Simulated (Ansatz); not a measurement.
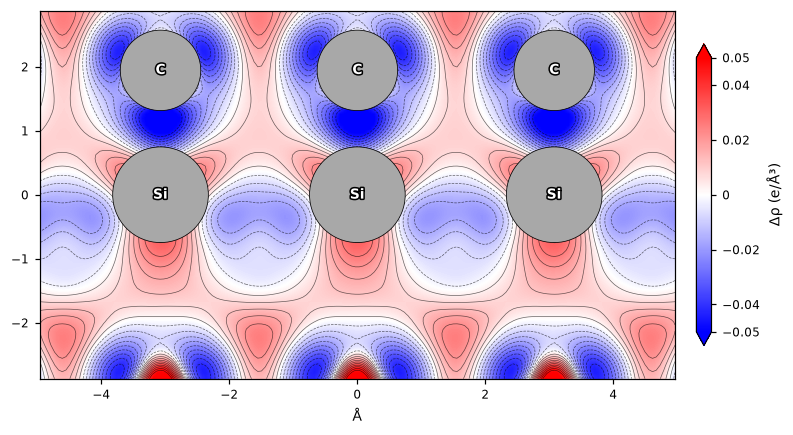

SiC. Difference of the valence pseudo-densities of two functionals at the same geometry, on the (010) plane of the calculation cell: one of HF and PBEsol0 less the other.

Both computed with Ansatz (plane waves, PAW), on the same k-point mesh. Grey discs cover the atomic cores.

```
CELL_PARAMETERS angstrom
3.07600 0.00000 0.00000
-1.53800 2.66389 0.00000
0.00000 0.00000 5.04800
ATOMIC_POSITIONS crystal
Si 0.66667 0.33333 0.50000
Si 0.33333 0.66667 0.00000
C 0.66667 0.33333 0.88500
C 0.33333 0.66667 0.38500
```

### Which was subtracted from which, and what does the map show?

It is PBEsol0 less HF. Against HF, PBEsol0 gives less density around C (−0.031 e/Å³ on average at 0.8 Å from the nucleus), more density in the space between the atoms (+0.004 e/Å³ on average) and a change of −0.052 e/Å³ at the midpoint of Si–C.
